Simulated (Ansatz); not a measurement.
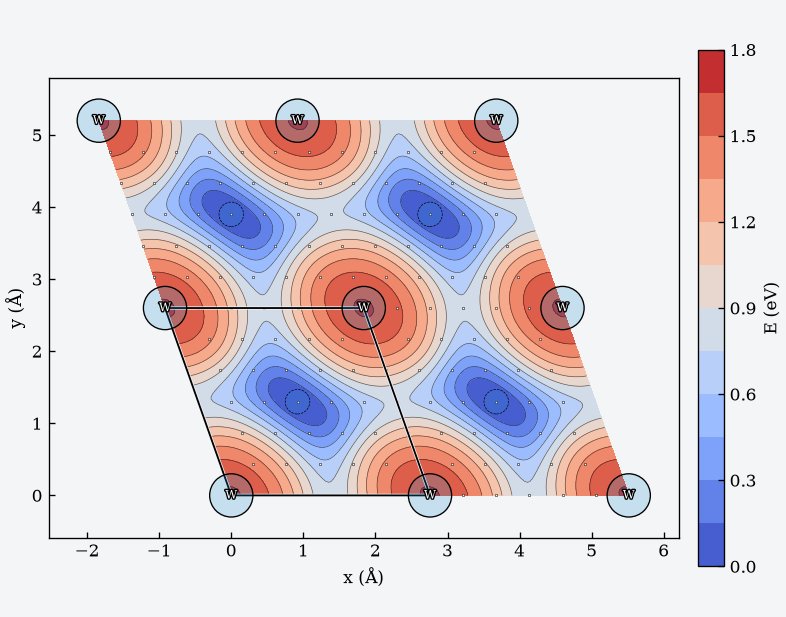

Energy landscape of Si on a W(110) slab cut from the Im-3m phase, its upper half relaxed before the scan (12 atoms of substrate and one adsorbate in a 2 × 2 cell). Si is moved over the surface cell; relaxed at each place: the height of the adsorbate's atoms; substrate rigid; the origin of the map has the adsorbate above W9. Places are given modulo a cell vector. The map is drawn in real space over the plane of the surface. Grid: 6 × 6 points; 13 points were computed and 23 follow by symmetry. Places are given in fractions of the 1 × 1 surface cell. Energies: eV, counted from the lowest grid point. All numbers below come from DFT PBE, scalar-relativistic, plane waves, PAW in Ansatz. Settings: cutoff 420 eV, k-mesh 5×5×1, gaussian smearing 0.1 eV, no spin polarisation.

The picture shows filled contours, dots at the grid points, labelled circles for the atoms of the top layer and small ones for the second layer, the outline of one cell of the 2 × 2 shown. Between grid points the surface is interpolated. 

Summarise what can be read from the map.

The lowest grid point is at a bridge site between two W atoms, over a second-layer W atom, (3/6, 3/6) of the cell vectors. It is the only kind of minimum in the scanned range. The highest grid point, the top site over a surface W atom, (0/6, 0/6) of the cell vectors, lies 1.66 eV above the lowest. On the interpolated surface the easiest way out of the lowest well to its copy in the next cell or period passes a barrier of about 0.77 eV. At the lowest point the adsorbate has 2 W at 2.43 Å as nearest neighbours, at the highest 1 W at 2.35 Å. Its relaxed height above the top atom is 1.84 Å at the lowest and 2.35 Å at the highest point.

The values on the grid:

| second ↓, first → | 0/6 | 1/6 | 2/6 | 3/6 | 4/6 | 5/6 |
| --- | --- | --- | --- | --- | --- | --- |
| 5/6 | 1.54 | 1.38 | 0.92 | 0.66 | 1.07 | 1.44 |
| 4/6 | 1.14 | 0.92 | 0.44 | 0.28 | 0.71 | 1.07 |
| 3/6 | 0.77 | 0.66 | 0.28 | 0.00 | 0.28 | 0.66 |
| 2/6 | 1.14 | 1.07 | 0.71 | 0.28 | 0.44 | 0.92 |
| 1/6 | 1.54 | 1.44 | 1.07 | 0.66 | 0.92 | 1.38 |
| 0/6 | 1.66 | 1.54 | 1.14 | 0.77 | 1.14 | 1.54 |

The whole map (13 points run) took 23 min on 4 threads of Arm Neoverse N1, on a shared host.

PAW datasets: the set soft_1.
